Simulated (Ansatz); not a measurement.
**SnS$_{2}$: density, localisation and related maps**

```xyz
3
Lattice="3.6697 0.0000 0.0000 -1.8349 3.1781 0.0000 0.0000 0.0000 5.7999" Properties=species:S:1:pos:R:3 pbc="T T T"
Sn    0.0000    0.0000    0.0000
S     1.8349    1.0594    1.4782
S     0.0000    2.1187    4.3218
```

Space group P-3m1.

Level of theory: DFT PBE+D3(BJ), scalar-relativistic, plane waves, PAW (Ansatz 0.2.0).

The density is the valence pseudo-density of a PAW calculation; it isn't the true density close to the nuclei.

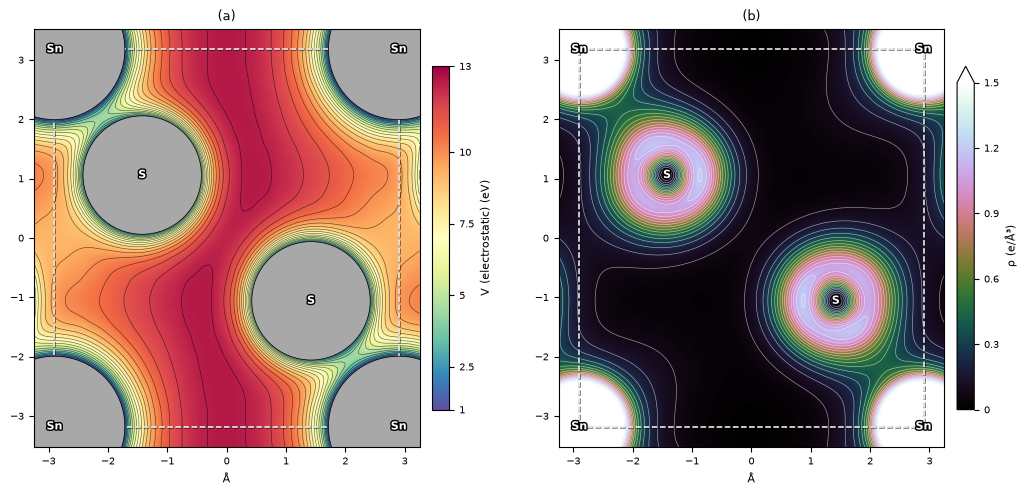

Figure 1. (a) electrostatic potential energy of an electron; (b) valence charge density (pseudo) on the (110) plane of the conventional cell. Grey discs cover the atomic cores in the potential map.

Interpret the plot.

Answer. Atoms in the plane: Sn and S.
Sn–S (2.58 Å): the density is about 0.44 e/Å³ at the midpoint.
Between the atoms the lowest density in this plane is 0.01 e/Å³.
Outside the cores the potential energy rises away from the atoms and is highest about 2.2 Å from the nearest atoms; its zero is arbitrary.

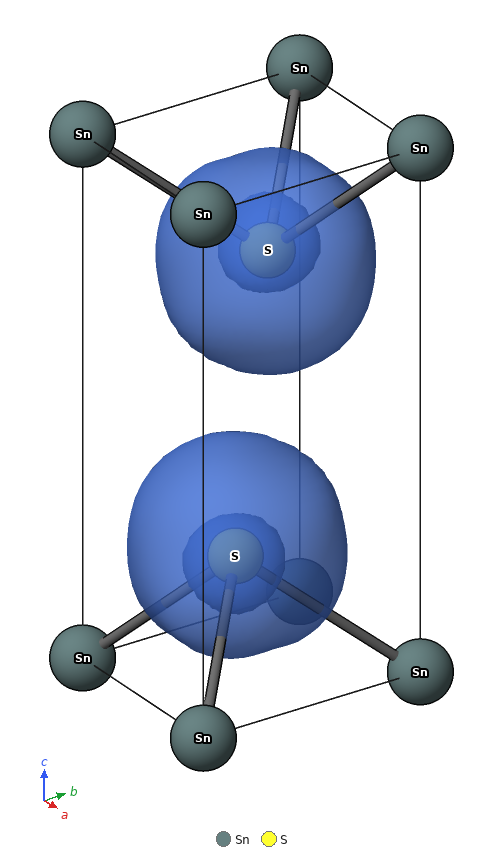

Figure 2. Isosurface of the ELF at 0.7 (blue), seen slightly off an axis. Only the valence region is drawn (cores and ρ < 0.01 e/Å³ removed). Sticks mark near contacts.

Describe the localisation domains.

Answer. At this value the surface marks out two regions wrapped around S (the valence shell of each), counted in one cell of 3 atoms. Regions shared between cells count once. Profiles from the grid: Sn–S (2.58 Å): the ELF peaks at about 0.85 in the valence shell of S, 0.8 Å from its nucleus, and is about 0.55 at the midpoint.

Metal or insulator at this level of theory?

Answer. It is gapped, with a Kohn–Sham gap of 1.2 eV on the k-point mesh (the band edges may lie off the mesh, which would make the gap smaller).
